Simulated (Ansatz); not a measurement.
# Geometry relaxation, with input and output: MoS$_{2}$ (part 3 of 3)

The same run, continued: MoS$_{2}$ (R3m, 3 atoms in the cell); DFT PBE, scalar-relativistic, plane waves, PAW (Ansatz 0.2.0); cutoff 420 eV, 12×12×12 k-mesh, Gaussian smearing of 0.02 eV. The structure derives from a Materials Project entry. The run did not end well. It belongs to a series of runs on one base structure; here: relaxed at -1 GPa.

Geometry of the input (Å; fractional positions):
```
1.5978  0.9225  7.4626
-1.5978  0.9225  7.4626
0.0000  -1.8450  7.4626
Mo 0.9998  0.9998  0.9998
S  0.4031  0.4031  0.4031
S  0.2631  0.2631  0.2631
```

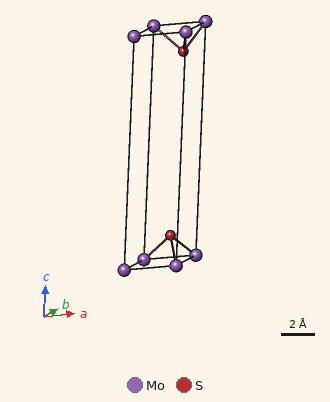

Fig. 1: The geometry at step 32 of the log (ball-and-stick view of the reduced cell, seen slightly off an axis).

## Outcome

```tsv
quantity	value
outcome	stopped at the time limit
space group (tolerance 0.01 Å)	R3m (160)
final cell	a = 14.398 Å, b = 14.398 Å, c = 14.398 Å, α = 12.80°, β = 12.80°, γ = 12.80°
hardware	1 thread of Arm Neoverse V1, 24 GiB of memory available, shared host
wall time	17 min
peak memory	0.68 GiB
```

The run was cut off by its time limit, so the output is incomplete.
